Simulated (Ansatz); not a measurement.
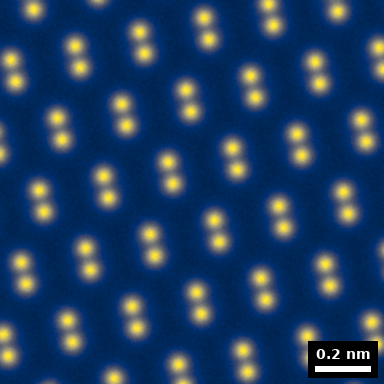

Dark-field STEM-like image of Al. The image is simulated as a sum over atoms of Z^1.7, blurred by a 0.50 Å probe (no channelling). The probe carries 25 % of its weight in a tail 2.5 times as wide. The display is stretched by a gamma of 0.8; percentages refer to the linear signal. Shot noise was added.

### Give the net of the columns and its spacings.

The pattern repeats on a centred rectangular net of 2.4 × 4.9 Å.

### What is the plane group of the image?

c2mm: perpendicular mirror lines on a centred net, with further twofold points between them.

### How many columns does the smallest repeating cell hold, and how many levels of brightness?

2 columns in the primitive cell of 6.0 Å², all of one brightness.

The crystal is Al (P6_3/mmc, No. 194) seen along [101]. Model: the end point of a relaxation at fixed volume with Ansatz 0.2.0, DFT PBE, spin-orbit coupling, plane waves, PAW; the starting structure was generated, so it need not be a known form of this composition.
